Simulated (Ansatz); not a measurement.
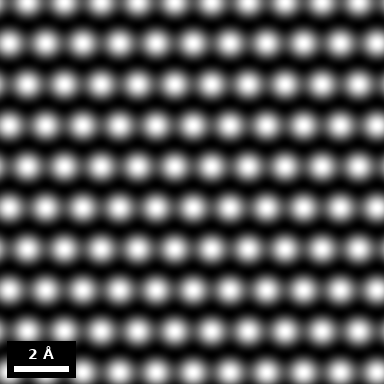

Z-contrast image of Ru (Im-3m, No. 229). The image is simulated as a sum over atoms of Z^1.8, blurred by a 0.96 Å probe (no channelling). Structure used: a calculation's starting geometry; the starting structure was generated, so it need not be a known form of this composition.

```
Ru
1.0
     3.00003    0.00000    0.00000
     0.00000    3.00003    0.00000
     0.00000    0.00000    3.00003
Ru
2
Direct
  0.00000 0.00000 0.00000
  0.50000 0.50000 0.50000
```

### Along which zone axis is the crystal seen: [221], [110], [111] or [210]? (Directions equivalent by symmetry count as one.)

[210]. The projected cells are 0.71 × 2.12 Å, 90° for [221]; 1.50 × 2.12 Å, 90° for [110]; 2.45 × 2.45 Å, 120° for [111]; 1.34 × 1.64 Å, 114° for [210], and the image repeats as the [210] one does.
